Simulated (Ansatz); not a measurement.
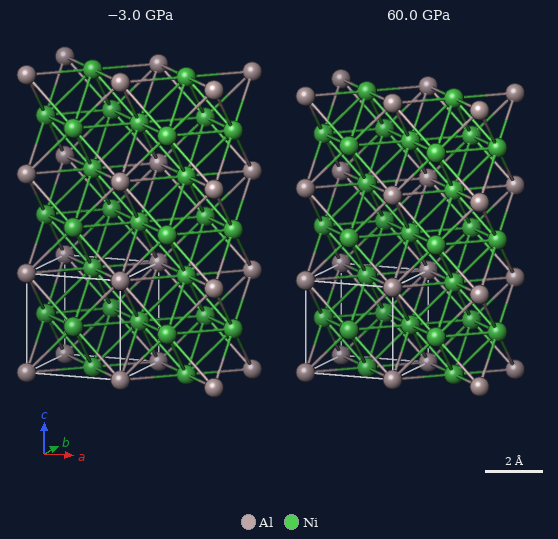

Solid AlNi₃ (set up in Pm-3m), relaxed (cell and atoms) at several target pressures. The picture shows the first and the last member. Style: ball-and-stick. Shown: the cell of the calculation, repeated 2 × 1 × 3 with one cell outlined, slightly off an axis.

Computed with Ansatz 0.2.0: DFT PBE, scalar-relativistic, plane waves, PAW. (plane-wave cutoff 420 eV; k-point mesh 12 × 12 × 12; occupations gaussian; smearing width 0.1 eV; collinear spin; cell and atoms relaxed; force threshold 0.008 eV/Å)

| pressure (GPa) | volume (Å³/atom) | a (Å) |
| --- | --- | --- |
| −3.0 | 11.538 | 3.587 |
| 0.0 | 11.343 | 3.567 |
| 3.0 | 11.163 | 3.548 |
| 8.0 | ? | ? |
| 15.0 | 10.575 | 3.484 |
| 30.0 | 10.019 | 3.422 |
| 60.0 | 9.229 | 3.330 |

Question: Fill in the missing row.

Answer: Murnaghan's form V = V₀(1 + B′P/B₀)^(−1/B′), with V₀ = 11.343 Å³ from the row at zero pressure, fits the other rows with B₀ = 185 GPa and B′ = 4.13 (largest miss 0.004 Å³). At 8.0 GPa it gives 11.343 × (1 + 4.13 × 8.0/185)^(−1/4.13) = 10.901 Å³ per atom. The calculation gives 10.897 Å³/atom (a = 3.519 Å). The estimate is 0.004 Å³/atom too high. From the first member to the last: Al–Ni 2.536 → 2.354 Å, Ni–Ni 2.536 → 2.354 Å.

The whole series:

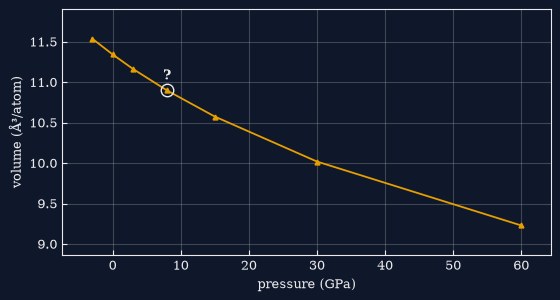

The cells carry a magnetic moment (0.8 to 0.5 μB per cell in all, first to last member); only the order that this cell allows was tried.
